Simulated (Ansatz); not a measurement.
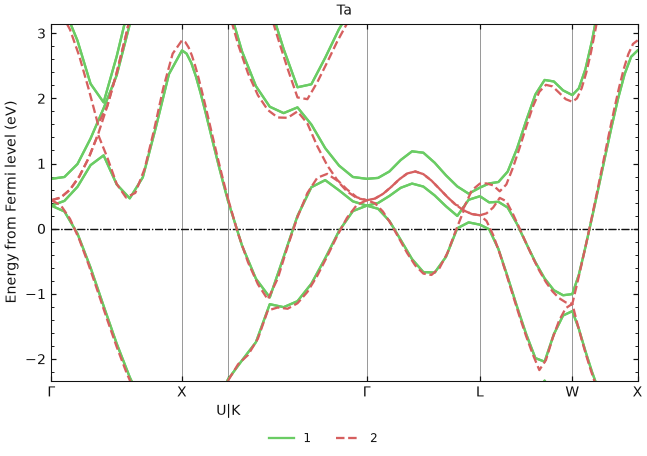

Band structures of Ta, space group Fm-3m (No. 225), 1 atom in the cell, by two methods on the same cell. Each is counted from its own Fermi level.

Which curve is which? The methods: PBEsol, PBE+SOC.

1 is PBE+SOC; 2 is PBEsol. PBE+SOC gives a metal and PBEsol gives a metal. Spin-orbit coupling splits levels that are degenerate without it.

Settings. PBE+SOC: DFT PBE, spin-orbit coupling, plane waves, PAW, 18×18×18 k mesh, 420 eV cutoff (Ansatz). PBEsol: DFT PBEsol, scalar-relativistic, plane waves, PAW, no spin polarisation, 18×18×18 k mesh, 420 eV cutoff, Gaussian smearing of 0.1 eV (Ansatz 0.2.0).
